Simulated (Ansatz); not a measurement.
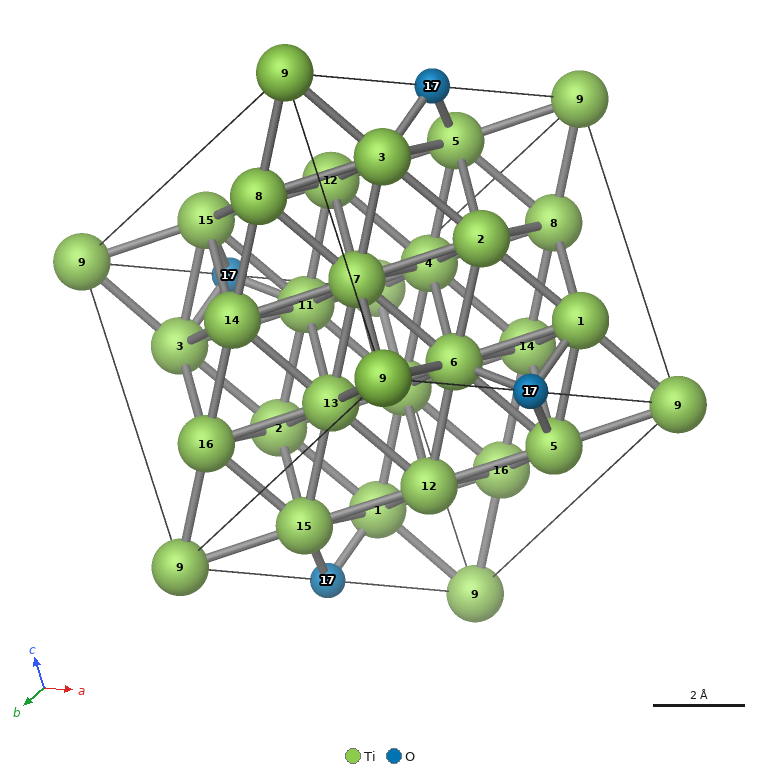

**Figure 1.** The input geometry (ball-and-stick view of the cell of the calculation, seen at an oblique angle; atoms are numbered from 1 in the order of the input). An atom can appear more than once, as a periodic image.

**Nudged elastic band, with input and output: Ti16O (part 1 of 3)**

Ti16O (defect cell, 17 atoms in the cell), computed with DFT PBE, scalar-relativistic, plane waves, PAW, no spin polarisation (Ansatz 0.2.0).

The structure derives from an entry of the Crystallography Open Database. It belongs to a series of runs on one base structure; here: climbing-image band for the jump of O by 2.91 A. Figures and captions count atoms from 1; the log counts them from 0 in places.

The program's output
```
Warning: neb: disabling space-group detection — the band's intermediate images generally break the endpoint symmetry, so no spatial operation reduces the k-mesh or symmetrises the density, except that a semilocal band can use its path's symmetry ahead of convergence; time reversal is kept, so that k and −k are solved as one point where they differ and the mesh holds both, and exact exchange and, on two spinor components, a DFT+U term hold to it where the run has them: on two components no moment then forms, and a state that bears one, which a typed moment (crystal.atoms[].spin; refused beside efield: under a hybrid functional) reaches, can lie lower, under hf by electronvolts; crystal.symmetry.detect: false (a key that needs symmetry detection or time reversal refuses this as the deck is read) with time_reversal: false beside it drops time reversal too
Engine: ansatz 0.2.0, x86_64-unknown-linux-gnu
Pseudopotentials: kind: paw
Pseudopotential: Ti, paw, valence charge 12, recommended cutoff 420 eV (normal), Ti.paw.azcp
Pseudopotential: O, paw, valence charge 6, recommended cutoff 420 eV (normal), O.paw.azcp
Functional definition: PBE
  parameter kappa = 0.804
  parameter beta = 0.06672455060314922
  exchange = pbe_x(kappa = kappa, mu = beta*pi^2/3)
  correlation = pbe_c(beta = beta)
parallel-image band execution: 4 concurrent image workers
NEB image 0
Crystal: 17 atoms, lattice volume = 278.119 Å³
Basis set: ecut = 420 eV, 5425 PW (Γ), exchange–correlation on 96×96×96 points (8 copies of the dense FFT grid, shifted against one another)
Bands: 119, of which v1, the nominal top of the filled ones, is band 99 counted from 1 (98 counted from 0)
Symmetry: 1 space group operations
k-points: 32 of 64 (time reversal used)
Non-local potential: Ti, projectors of the file, l = 0: 3, l = 1: 2, l = 2: 3, l = 3: 1
Non-local potential: O, projectors of the file, l = 0: 2, l = 1: 2, l = 2: 1
PAW form: soft (Blöchl's): semilocal exchange-correlation on the pseudo side does not see the compensation charge
PAW one-centre angular grid: Ti, 590 points (default); XC on 64 Gauss nodes
PAW one-centre angular grid: O, 110 points (default); XC on 64 Gauss nodes
Initial density: superposition of atomic densities (neutral atoms: chi_scale 0, normalization atom), corrected by the library's trained network
Initial wavefunctions: pseudopotential atomic-orbital guess
Functional: x = pbe(κ = 0.804, μ = 0.2195149727645171), c = pbe(β = 0.06672455060314922)
SCF iter   1: F=—  HF=-40564.377058 eV  |F-HF|=—  |Δ(HF+E_count)|=         —  Δρ=8.62e-3  dr2=4.01e-1  ethr=1.77e-3  ⟨swp⟩=6.7  Hψ=15257  notcnv=0
preconditioner: auto → Resta (q_TF=auto, 2.578 Å⁻¹)  ε∞=44.1  [insulator: Δε(μ)=0.116 eV  Ē_g=2.795 eV  σ=0.100 eV  W_gap=0.58  n_scr=78 (ndim 8)  ℏωp=18.4 eV  f_vac=0.000  D(μ)=16.60/eV (n_scr^D=176)  ε∞_Penn≈44.1]
SCF iter   2: F=—  HF=-40564.354666 eV  |F-HF|=—  |Δ(HF+E_count)|=   2.24e-2  Δρ=3.02e-3  dr2=4.73e-2  ethr=2.02e-4  ⟨swp⟩=1.2  Hψ=4452  notcnv=0
SCF iter   3: F=—  HF=-40564.353647 eV  |F-HF|=—  |Δ(HF+E_count)|=   1.02e-3  Δρ=6.46e-4  dr2=6.93e-4  ethr=2.39e-5  ⟨swp⟩=2.0  Hψ=4338  notcnv=0
SCF iter   4: F=—  HF=-40564.353833 eV  |F-HF|=—  |Δ(HF+E_count)|=   1.86e-4  Δρ=1.85e-4  dr2=9.82e-5  ethr=3.50e-7  ⟨swp⟩=2.0  Hψ=4735  notcnv=0
SCF iter   5: F=—  HF=-40564.353671 eV  |F-HF|=—  |Δ(HF+E_count)|=   1.62e-4  Δρ=5.28e-5  dr2=7.06e-6  ethr=4.96e-8  ⟨swp⟩=2.0  Hψ=4704  notcnv=0
SCF iter   6: F=—  HF=-40564.353671 eV  |F-HF|=—  |Δ(HF+E_count)|=   3.77e-7  Δρ=2.20e-5  dr2=1.47e-6  ethr=3.57e-9  ⟨swp⟩=2.0  Hψ=4636  notcnv=0
SCF iter   7: F=—  HF=-40564.353670 eV  |F-HF|=—  |Δ(HF+E_count)|=   1.67e-7  Δρ=8.87e-6  dr2=1.24e-7  ethr=7.45e-10  ⟨swp⟩=2.0  Hψ=4527  notcnv=0
SCF iter   8: F=-40564.353670 eV  HF=-40564.353670 eV  |F-HF|=8.66e-9  |Δ(HF+E_count)|=   1.22e-8  Δρ=1.96e-6  dr2=1.49e-8  ethr=5.05e-11  ⟨swp⟩=4.0  Hψ=10154  notcnv=0
SCF 1 converged in 8 iterations: F = -40564.353670 eV  dr2 = 1.49e-8
  greatest PAW one-centre occupation: 0.999 electrons in one spin orbital (limit 2), on the Ti atom at site 7 (counted from 0), in its partial waves of l = 0
NSCF: frozen V_eff on 32 k-points
NEB image 6
SCF iter   1: F=—  HF=-40564.376559 eV  |F-HF|=—  |Δ(HF+E_count)|=         —  Δρ=8.62e-3  dr2=4.01e-1  ethr=1.77e-3  ⟨swp⟩=6.8  Hψ=15286  notcnv=0
SCF iter   2: F=—  HF=-40564.354632 eV  |F-HF|=—  |Δ(HF+E_count)|=   2.19e-2  Δρ=3.02e-3  dr2=4.73e-2  ethr=2.03e-4  ⟨swp⟩=1.1  Hψ=4450  notcnv=0
SCF iter   3: F=—  HF=-40564.353641 eV  |F-HF|=—  |Δ(HF+E_count)|=   9.91e-4  Δρ=6.42e-4  dr2=6.95e-4  ethr=2.39e-5  ⟨swp⟩=2.0  Hψ=4337  notcnv=0
SCF iter   4: F=—  HF=-40564.353822 eV  |F-HF|=—  |Δ(HF+E_count)|=   1.81e-4  Δρ=1.68e-4  dr2=8.22e-5  ethr=3.51e-7  ⟨swp⟩=2.0  Hψ=4737  notcnv=0
SCF iter   5: F=—  HF=-40564.353671 eV  |F-HF|=—  |Δ(HF+E_count)|=   1.51e-4  Δρ=5.78e-5  dr2=7.96e-6  ethr=4.15e-8  ⟨swp⟩=2.0  Hψ=4704  notcnv=0
SCF iter   6: F=—  HF=-40564.353671 eV  |F-HF|=—  |Δ(HF+E_count)|=   7.32e-7  Δρ=2.11e-5  dr2=1.34e-6  ethr=4.02e-9  ⟨swp⟩=2.0  Hψ=4605  notcnv=0
SCF iter   7: F=-40564.353670 eV  HF=-40564.353670 eV  |F-HF|=3.29e-8  |Δ(HF+E_count)|=   1.32e-7  Δρ=7.65e-6  dr2=9.13e-8  ethr=5.05e-11  ⟨swp⟩=3.0  Hψ=11988  notcnv=0
SCF 2 converged in 7 iterations: F = -40564.353670 eV  dr2 = 9.13e-8
[... from here on the iterations of each SCF are left out, up to the last one ...]
NSCF: frozen V_eff on 32 k-points
NEB end point (image 0): max|allowed force component| = 1.347e-2 eV/Å (the criterion of neb.relax_end_points is 1.000e-2)
NEB end point (image 6): max|allowed force component| = 1.347e-2 eV/Å (the criterion of neb.relax_end_points is 1.000e-2)
NEB image 1
preconditioner: auto → Kerker (q_TF=auto, 2.578 Å⁻¹)  [metal: Δε(μ)=0.041 eV  Ē_g=2.824 eV  σ=0.100 eV  W_gap=0.23  n_scr=78 (ndim 8)  ℏωp=18.4 eV  f_vac=0.000  D(μ)=19.78/eV (n_scr^D=224)]
SCF 3 converged in 8 iterations: F = -40562.918505 eV  dr2 = 1.73e-8
NEB image 2
preconditioner: auto → Kerker (q_TF=auto, 2.578 Å⁻¹)  [metal: Δε(μ)=0.006 eV  Ē_g=2.887 eV  σ=0.100 eV  W_gap=0.03  n_scr=78 (ndim 8)  ℏωp=18.4 eV  f_vac=0.000  D(μ)=22.28/eV (n_scr^D=248)]
SCF 4 converged in 8 iterations: F = -40559.012000 eV  dr2 = 1.71e-8
NEB image 3
preconditioner: auto → Kerker (q_TF=auto, 2.578 Å⁻¹)  [metal: Δε(μ)=0.001 eV  Ē_g=2.911 eV  σ=0.100 eV  W_gap=0.01  n_scr=78 (ndim 8)  ℏωp=18.4 eV  f_vac=0.000  D(μ)=24.64/eV (n_scr^D=320)]
SCF 5 converged in 8 iterations: F = -40555.967825 eV  dr2 = 3.51e-8
NEB image 4
preconditioner: auto → Kerker (q_TF=auto, 2.578 Å⁻¹)  [metal: Δε(μ)=0.006 eV  Ē_g=2.888 eV  σ=0.100 eV  W_gap=0.03  n_scr=78 (ndim 8)  ℏωp=18.4 eV  f_vac=0.000  D(μ)=22.32/eV (n_scr^D=248)]
SCF 6 converged in 8 iterations: F = -40559.011017 eV  dr2 = 1.62e-8
NEB image 5
preconditioner: auto → Kerker (q_TF=auto, 2.578 Å⁻¹)  [metal: Δε(μ)=0.042 eV  Ē_g=2.824 eV  σ=0.100 eV  W_gap=0.23  n_scr=78 (ndim 8)  ℏωp=18.4 eV  f_vac=0.000  D(μ)=19.79/eV (n_scr^D=224)]
SCF 7 converged in 8 iterations: F = -40562.915439 eV  dr2 = 1.43e-8
NEB iter   1: max|band force component| = 1.464e1 eV/Å  barrier→ = 8.3858 eV  barrier← = 8.3858 eV  Δτ_max = 0.2000 Å  (55 SCF iters)
NEB image 1
Initial density: handed on by an earlier stage of this run
Initial wavefunctions: those handed on with the density
preconditioner: auto → Kerker (q_TF=auto, 2.578 Å⁻¹)  [metal: Δε(μ)=0.011 eV  Ē_g=2.789 eV  σ=0.100 eV  W_gap=0.06  n_scr=78 (ndim 8)  ℏωp=18.4 eV  f_vac=0.000  D(μ)=20.71/eV (n_scr^D=224)]
SCF 8 converged in 9 iterations: F = -40563.462363 eV  dr2 = 1.27e-8
NEB image 2
preconditioner: auto → Kerker (q_TF=auto, 2.578 Å⁻¹)  [metal: Δε(μ)=0.023 eV  Ē_g=2.777 eV  σ=0.100 eV  W_gap=0.13  n_scr=78 (ndim 8)  ℏωp=18.4 eV  f_vac=0.000  D(μ)=20.35/eV (n_scr^D=224)]
SCF 9 converged in 10 iterations: F = -40561.679797 eV  dr2 = 1.22e-8
NEB image 3
preconditioner: auto → Kerker (q_TF=auto, 2.578 Å⁻¹)  [metal: Δε(μ)=0.007 eV  Ē_g=2.761 eV  σ=0.100 eV  W_gap=0.04  n_scr=78 (ndim 8)  ℏωp=18.4 eV  f_vac=0.000  D(μ)=20.36/eV (n_scr^D=224)]
SCF 10 converged in 10 iterations: F = -40560.446232 eV  dr2 = 2.37e-8
NEB image 4
SCF 11 converged in 10 iterations: F = -40561.685522 eV  dr2 = 1.15e-8
NEB image 5
preconditioner: auto → Kerker (q_TF=auto, 2.578 Å⁻¹)  [metal: Δε(μ)=0.014 eV  Ē_g=2.789 eV  σ=0.100 eV  W_gap=0.08  n_scr=78 (ndim 8)  ℏωp=18.4 eV  f_vac=0.000  D(μ)=20.69/eV (n_scr^D=224)]
SCF 12 converged in 9 iterations: F = -40563.465318 eV  dr2 = 1.28e-8
NEB iter   2: max|band force component| = 5.629e0 eV/Å  barrier→ = 3.9074 eV  barrier← = 3.9074 eV  Δτ_max = 0.0986 Å  (48 SCF iters)
[... from here on the SCF iterations and repeated set-up lines of each step are left out, up to the last step ...]
NEB image 1
SCF 13 converged in 8 iterations: F = -40563.672178 eV  dr2 = 1.45e-8
NEB image 2
SCF 14 converged in 8 iterations: F = -40562.445409 eV  dr2 = 2.31e-8
NEB image 3
SCF 15 converged in 8 iterations: F = -40561.746466 eV  dr2 = 4.09e-8
NEB image 4
SCF 16 converged in 8 iterations: F = -40562.451905 eV  dr2 = 2.29e-8
NEB image 5
SCF 17 converged in 8 iterations: F = -40563.678501 eV  dr2 = 1.46e-8
NEB iter   3: max|band force component| = 2.638e0 eV/Å  barrier→ = 2.6072 eV  barrier← = 2.6072 eV  Δτ_max = 0.1223 Å  (40 SCF iters)
NEB image 1
SCF 18 converged in 7 iterations: F = -40563.706796 eV  dr2 = 5.83e-8
NEB image 2
SCF 19 converged in 8 iterations: F = -40562.744501 eV  dr2 = 1.82e-8
NEB image 3
SCF 20 converged in 8 iterations: F = -40562.403121 eV  dr2 = 7.48e-8
NEB image 4
SCF 21 converged in 8 iterations: F = -40562.749599 eV  dr2 = 1.79e-8
NEB image 5
SCF 22 converged in 7 iterations: F = -40563.713671 eV  dr2 = 5.79e-8
NEB iter   4: max|band force component| = 8.700e-1 eV/Å  barrier→ = 1.9505 eV  barrier← = 1.9505 eV  Δτ_max = 0.1959 Å  (38 SCF iters)
NEB image 1
SCF 23 converged in 7 iterations: F = -40563.628639 eV  dr2 = 4.41e-8
NEB image 2
SCF 24 converged in 8 iterations: F = -40562.787884 eV  dr2 = 2.01e-8
NEB image 3
SCF 25 converged in 9 iterations: F = -40563.016981 eV  dr2 = 1.92e-8
NEB image 4
SCF 26 converged in 8 iterations: F = -40562.789275 eV  dr2 = 1.98e-8
NEB image 5
SCF 27 converged in 7 iterations: F = -40563.635672 eV  dr2 = 4.35e-8
NEB iter   5: max|band force component| = 4.798e-1 eV/Å  barrier→ = 1.5658 eV  barrier← = 1.5658 eV  CI = image 2  Δτ_max = 0.2000 Å  (39 SCF iters)
NEB image 1
SCF 28 converged in 7 iterations: F = -40563.564701 eV  dr2 = 2.78e-8
NEB image 2
SCF 29 converged in 7 iterations: F = -40562.791039 eV  dr2 = 4.62e-8
NEB image 3
SCF 30 converged in 9 iterations: F = -40563.048148 eV  dr2 = 2.20e-8
NEB image 4
SCF 31 converged in 8 iterations: F = -40562.808912 eV  dr2 = 9.21e-8
NEB image 5
SCF 32 converged in 8 iterations: F = -40563.308517 eV  dr2 = 1.86e-8
NEB iter   6: max|band force component| = 5.179e-1 eV/Å  barrier→ = 1.5626 eV  barrier← = 1.5626 eV  CI = image 2  Δτ_max = 0.1713 Å  (39 SCF iters)
NEB image 1
SCF 33 converged in 6 iterations: F = -40563.546958 eV  dr2 = 2.17e-8
NEB image 2
SCF 34 converged in 6 iterations: F = -40562.793579 eV  dr2 = 5.56e-8
NEB image 3
SCF 35 converged in 9 iterations: F = -40563.187211 eV  dr2 = 1.19e-8
NEB image 4
SCF 36 converged in 8 iterations: F = -40562.795167 eV  dr2 = 2.68e-8
NEB image 5
SCF 37 converged in 7 iterations: F = -40563.519605 eV  dr2 = 8.13e-8
NEB iter   7: max|band force component| = 2.272e-1 eV/Å  barrier→ = 1.5601 eV  barrier← = 1.5601 eV  CI = image 2  Δτ_max = 0.0408 Å  (36 SCF iters)
NEB image 1
SCF 38 converged in 6 iterations: F = -40563.547892 eV  dr2 = 7.03e-9
NEB image 2
SCF 39 converged in 6 iterations: F = -40562.794131 eV  dr2 = 1.94e-8
NEB image 3
SCF 40 converged in 8 iterations: F = -40563.204334 eV  dr2 = 1.06e-8
NEB image 4
SCF 41 converged in 7 iterations: F = -40562.809052 eV  dr2 = 4.49e-8
NEB image 5
SCF 42 converged in 7 iterations: F = -40563.459500 eV  dr2 = 2.52e-8
NEB iter   8: max|band force component| = 9.013e-2 eV/Å  barrier→ = 1.5595 eV  barrier← = 1.5595 eV  CI = image 2  Δτ_max = 0.0332 Å  (34 SCF iters)
NEB image 1
preconditioner: auto → Kerker (q_TF=auto, 2.578 Å⁻¹)  [metal: Δε(μ)=0.007 eV  Ē_g=2.777 eV  σ=0.100 eV  W_gap=0.04  n_scr=78 (ndim 8)  ℏωp=18.4 eV  f_vac=0.000  D(μ)=23.38/eV (n_scr^D=320)]
SCF 43 converged in 6 iterations: F = -40563.545363 eV  dr2 = 6.61e-9
NEB image 2
preconditioner: auto → Kerker (q_TF=auto, 2.578 Å⁻¹)  [metal: Δε(μ)=0.006 eV  Ē_g=2.750 eV  σ=0.100 eV  W_gap=0.03  n_scr=78 (ndim 8)  ℏωp=18.4 eV  f_vac=0.000  D(μ)=23.69/eV (n_scr^D=320)]
SCF 44 converged in 6 iterations: F = -40562.794283 eV  dr2 = 1.14e-8
NEB image 3
preconditioner: auto → Kerker (q_TF=auto, 2.578 Å⁻¹)  [metal: Δε(μ)=0.007 eV  Ē_g=2.803 eV  σ=0.100 eV  W_gap=0.04  n_scr=78 (ndim 8)  ℏωp=18.4 eV  f_vac=0.000  D(μ)=25.87/eV (n_scr^D=320)]
SCF 45 converged in 7 iterations: F = -40563.204010 eV  dr2 = 2.99e-8
NEB image 4
preconditioner: auto → Kerker (q_TF=auto, 2.578 Å⁻¹)  [metal: Δε(μ)=0.011 eV  Ē_g=2.756 eV  σ=0.100 eV  W_gap=0.06  n_scr=78 (ndim 8)  ℏωp=18.4 eV  f_vac=0.000  D(μ)=23.51/eV (n_scr^D=320)]
SCF 46 converged in 7 iterations: F = -40562.823889 eV  dr2 = 3.84e-8
  greatest PAW one-centre occupation: 0.999 electrons in one spin orbital (limit 2), on the Ti atom at site 10 (counted from 0), in its partial waves of l = 0
NEB image 5
iter 1 solved again at ethr=2.87e-5 eV; its pass at ethr=3.10e-3 eV (dr2=5.69e-2 eV) is discarded
```
